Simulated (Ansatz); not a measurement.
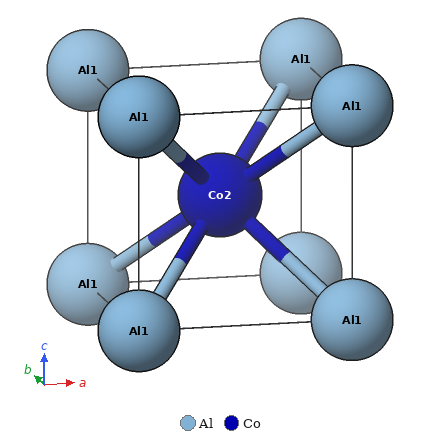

The system is AlCo (Pm-3m, No. 221; 2 atoms in the cell); the picture shows the reference structure. The cell is strained homogeneously, by one strain along x and y and another along z, with fractional coordinates fixed (x, y and z along the cube axes). The first coordinate is: strain along x and y; the second: strain along z. Grid: 5 × 5 points. Points are written as (first, second). Energies are in meV/atom, from the unstrained cell. The reference cell is the one listed in the database, not relaxed at this level. Computed with DFT PBE, scalar-relativistic, plane waves, PAW (Ansatz). Settings: cutoff 420 eV, k-mesh 16×16×16, gaussian smearing 0.15 eV, spin-polarised.

Its coordinates:

```yaml
crystal:
  lattice:
    - [2.81940, 0.00000, 0.00000]
    - [0.00000, 2.81940, 0.00000]
    - [0.00000, 0.00000, 2.81940]
  atoms:
    - { symbol: Al, position: [0.00000, 0.00000, 0.00000] }
    - { symbol: Co, position: [0.50000, 0.50000, 0.50000] }
```

Range: strain along x and y from −8 to 8 %; strain along z from −8 to 8 %.

Predict the map.

Answer. The lowest grid point is at (0 %, 4 %), −2.9 meV/atom from the unstrained cell. The bottom of the well lies between grid points, at about (1 %, 1 %), about 5.8 meV/atom lower on the interpolated surface. No other kind of well shows on this grid. The highest grid point, (−8 %, −8 %), lies 647 meV/atom above the lowest. Round the minimum the valley is somewhat tilted: raising strain along x and y shifts the best value of strain along z downwards (coupling k₁₂/√(k₁₁k₂₂) about 0.5).

| strain along z ↓, strain along x and y → | −8 | −4 | 0 | 4 | 8 |
| --- | --- | --- | --- | --- | --- |
| 8 | 192 | 45 | 19 | 81 | 206 |
| 4 | 246 | 56 | −3 | 34 | 140 |
| 0 | 332 | 95 | 0 | 10 | 96 |
| −4 | 460 | 172 | 40 | 22 | 86 |
| −8 | 644 | 305 | 133 | 84 | 122 |

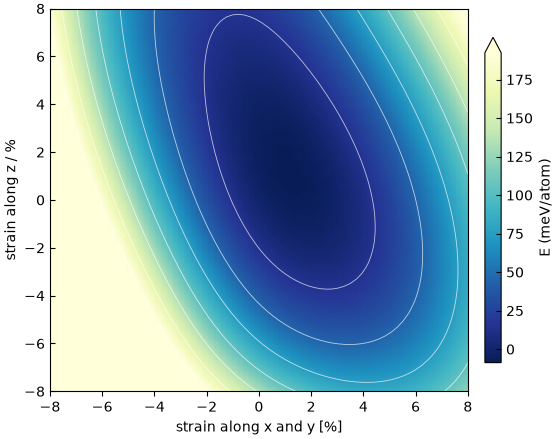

Drawn: a smooth colour map with a few white contour lines, one colour for all values above the top of the scale. Between grid points the surface is interpolated.
